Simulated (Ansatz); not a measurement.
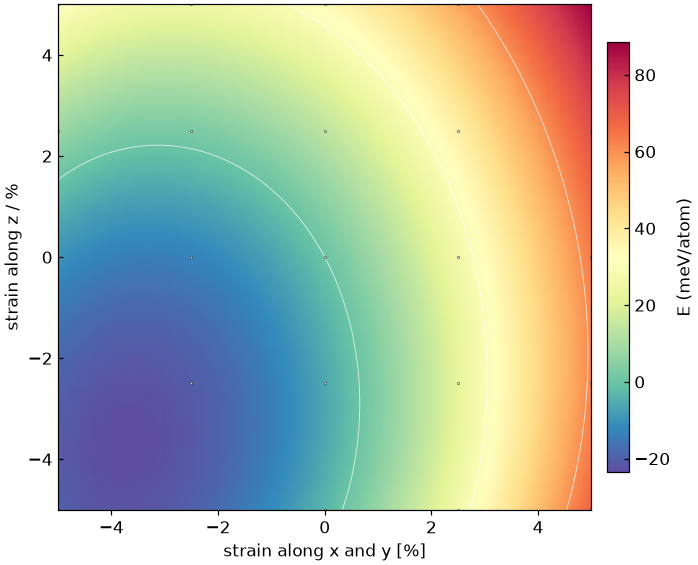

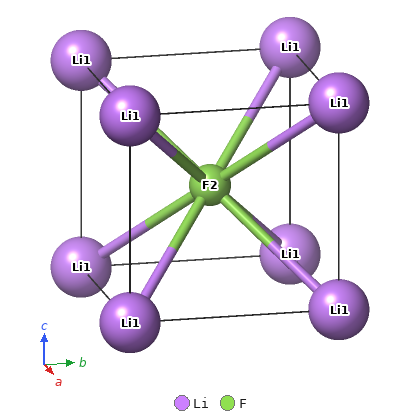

Energy landscape of LiF (Pm-3m, No. 221; 2 atoms in the cell). The cell is strained homogeneously, by one strain along x and y and another along z, with fractional coordinates fixed (x, y and z along the cube axes). Coordinates scanned: (1) strain along x and y; (2) strain along z. Grid: 5 × 5 points. Points are written as (first, second). Energies: meV/atom, counted from the unstrained cell. The reference cell is the one listed in the database, not relaxed at this level. These are results of Ansatz 0.2.0, DFT LDA, scalar-relativistic, plane waves, PAW, not measurements. Settings: cutoff 420 eV, k-mesh 10×10×10, gaussian smearing 0.05 eV, no spin polarisation.

The picture shows a smooth colour map with a few white contour lines, dots at the grid points. Between grid points the surface is interpolated. The second picture is the reference structure.

Question: Describe this landscape.

Answer: The lowest grid point is at (−2.5 %, −2.5 %), −21 meV/atom from the unstrained cell. The bottom of the well lies between grid points, at about (−3.7 %, −3.7 %), about 2.7 meV/atom lower on the interpolated surface. It is the only kind of minimum in the scanned range. The highest grid point, (5.0 %, 5.0 %), lies 109 meV/atom above the lowest. The gap on the k-mesh is 8.0 eV at the lowest point and runs from 6.2 to 8.7 eV over the map.
